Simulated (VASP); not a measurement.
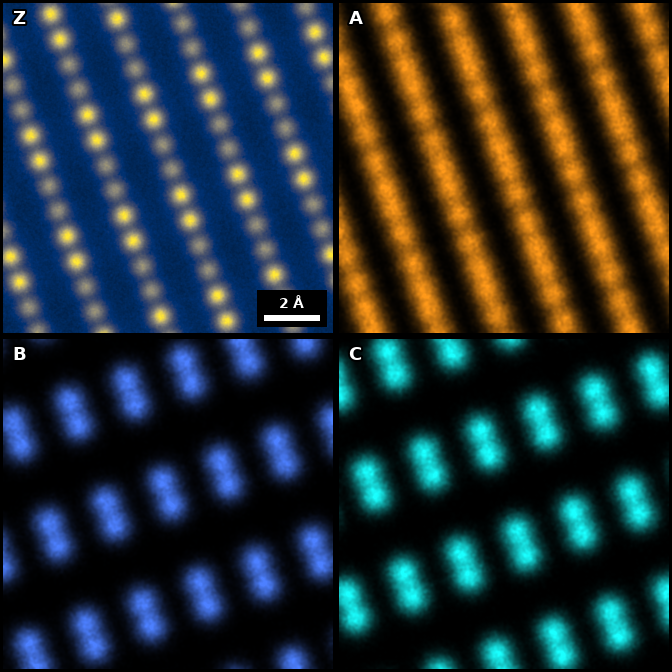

ScAlN$_{2}$ (I4_1/amd, No. 141) along [101]. Panel Z: The image is simulated as a sum over atoms of Z^1.7, blurred by a 0.54 Å probe (no channelling). The probe carries 25 % of its weight in a tail 2.5 times as wide. The display is stretched by a gamma of 0.8; percentages refer to the linear signal. Shot noise was added. The other panels are simulated element maps (the number of atoms of one element along the beam, blurred by 0.9 Å, with counting noise; each on its own scale, no channelling). Atomic positions: a cell listed in the Materials Project, as set up for an electronic-structure calculation.

```
Sc Al N
1.0
     4.39897    0.00000    0.00000
     0.00000    4.39897    0.00000
     0.00000    0.00000    8.39724
Sc Al N
4 4 8
Direct
  0.00000 0.00000 0.00000
  0.00000 0.50000 0.25000
  0.50000 0.50000 0.50000
  0.50000 0.00000 0.75000
  0.50000 0.50000 0.00000
  0.50000 0.00000 0.25000
  0.00000 0.00000 0.50000
  0.00000 0.50000 0.75000
  0.50000 0.50000 0.23751
  0.50000 0.00000 0.01249
  0.00000 0.00000 0.26249
  0.50000 0.00000 0.48751
  0.00000 0.00000 0.73751
  0.00000 0.50000 0.51249
  0.50000 0.50000 0.76249
  0.00000 0.50000 0.98751
```

Which element does each lettered map show?

A: N, B: Al, C: Sc. The projected cell (2.20 × 3.90 Å, 90°) holds 4 columns: 2 of Sc + N and 2 of Al + N. Columns shared by several elements: Sc + N and Al + N.
